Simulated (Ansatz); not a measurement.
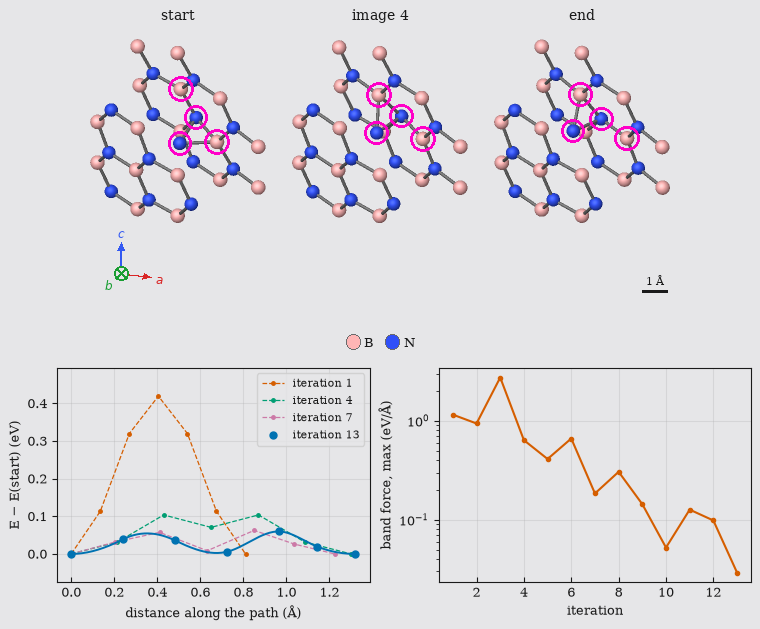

A search for the minimum-energy path of a defect cell of composition B16N17 (33 atoms in the cell) by the nudged elastic band. Images are numbered from 0 (start) to 6 (end). The plot follows the band through its iterations. A ball-and-stick model of the atoms within 3.9 Å of the middle of the path, seen along the b axis. The atoms that move most are ringed. Bonds to atoms that aren't drawn are left out.

These are results of DFT PBE+D3(BJ), scalar-relativistic, plane waves, PAW in Ansatz 0.2.0, not measurements. Settings: plane-wave cutoff 420 eV; k-point mesh 2 × 2 × 2; Gaussian smearing 0.02 eV; spin collinear; 5 movable images; climbing image.

Question: Did the band converge, and can the barrier be trusted?

Answer: The run is converged, with reservations. The band converged in 13 iterations. The largest component of the band force went from 1.2 to 0.029 eV/Å. The climbing image converged on the top of the path. Its curvatures weren't checked. The first iteration put the highest image at 0.419 eV. The barrier is about 0.060 eV in both directions, with image 4 at the top; the ends have the same energy. The profile has 2 maxima (images 1, 4) with a dip at image 3 (+0.006 eV), so the process runs in steps.

Limits of the set-up: the periodic images lie only 6.7 Å apart, so the values are limited by the cell's size.
